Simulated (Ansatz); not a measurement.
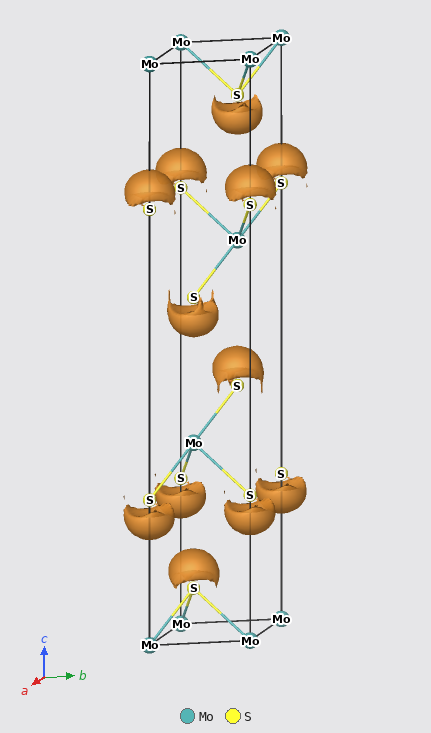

Figure 1: MoS$_{2}$. Isosurface of the ELF at 0.85 (orange), seen slightly off an axis. Only the valence region is drawn (cores and ρ < 0.01 e/Å³ removed). Sticks mark near contacts.

Space group R-3m; not relaxed (largest force 1.8 eV/Å); computed pressure about 15 GPa in this cell.

All numbers below come from Kohn-Sham DFT of a periodic cell, PBE, Ansatz PAW in Ansatz.

Core electrons are frozen (PAW), and the valence fields are smoothed inside the atomic spheres.

```xyz
9
Lattice="3.1281 0.0000 0.0000 -1.5641 2.7091 0.0000 0.0000 0.0000 18.0971" Properties=species:S:1:pos:R:3 pbc="T T T"
Mo    0.0000    0.0000    0.0000
Mo    1.5641    0.9030    6.0323
Mo    0.0000    1.8060   12.0648
S     0.0000    0.0000    4.5243
S     1.5641    0.9030   10.5566
S     0.0000    1.8060   16.5890
S     1.5641    0.9030    1.5080
S     0.0000    1.8060    7.5405
S     0.0000    0.0000   13.5728
```

Identify the bonds, lone pairs and shells in this picture.

Answer. At this value the surface marks out six lobes on S, pointing away from the bonds (lone pairs), counted in one cell of 9 atoms. Regions shared between cells count once. Profiles from the grid: Mo–S (2.35 Å): the ELF peaks at about 0.80 in the valence shell of S, 0.8 Å from its nucleus, and is about 0.40 at the midpoint.

Metal or insulator at this level of theory?

Answer. It is gapless in this calculation (a metal or semimetal); semilocal functionals without U, or without the true magnetic order, often close the gap of such compounds.
